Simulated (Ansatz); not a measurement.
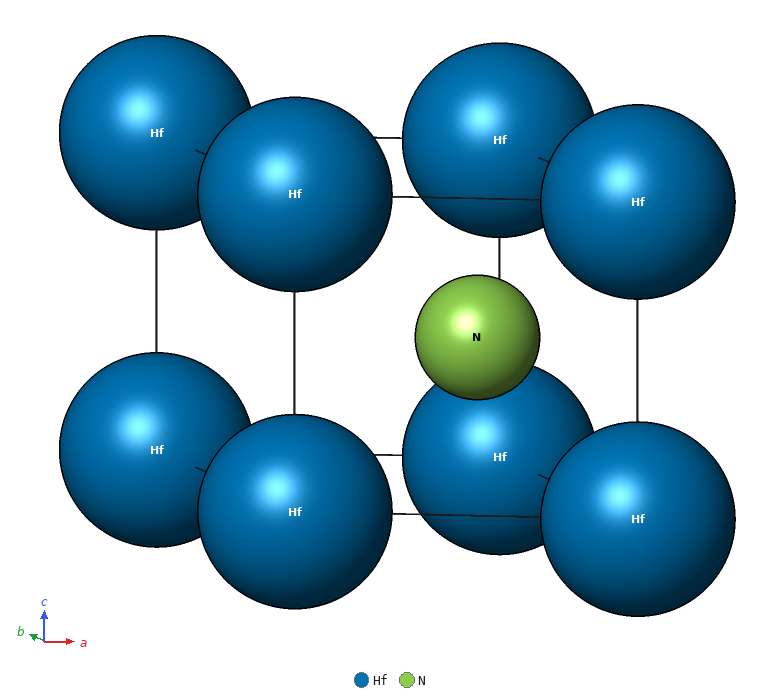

Spheres-only representation of a periodic structure, projected slightly off an axis. Thin lines show the simulation cell, with boundary atoms drawn in all their periodic places.

```yaml
crystal:
  lattice:
    - [3.08543, 0.00000, 0.00000]
    - [-1.54272, 2.67206, 0.00000]
    - [0.00000, 0.00000, 2.89086]
  atoms:
    - { symbol: Hf, position: [0.00000, 0.00000, 0.00000] }
    - { symbol: N, position: [0.66667, 0.33333, 0.50000] }
```

Computed with DFT r2SCAN, scalar-relativistic, plane waves, PAW (Ansatz). Settings: a 500 eV plane-wave basis, 12×12×12 k-mesh, Gaussian smearing of 0.05 eV, no spin polarisation.

**What are the atomic charges by Bader's partition?**

Hf +1.82 e; N -1.82 e.

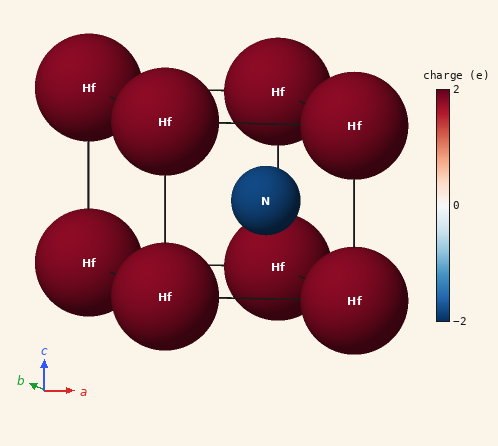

The atoms coloured by those charges.

The structure comes from a structure type filled with these elements by a generator (whether the compound takes this form wasn't checked). Earlier steps of the study, as a rule a relaxation of our own, may have changed the cell and positions, so they can lie some per cent off the listed ones. A calculation with Ansatz used it as input.
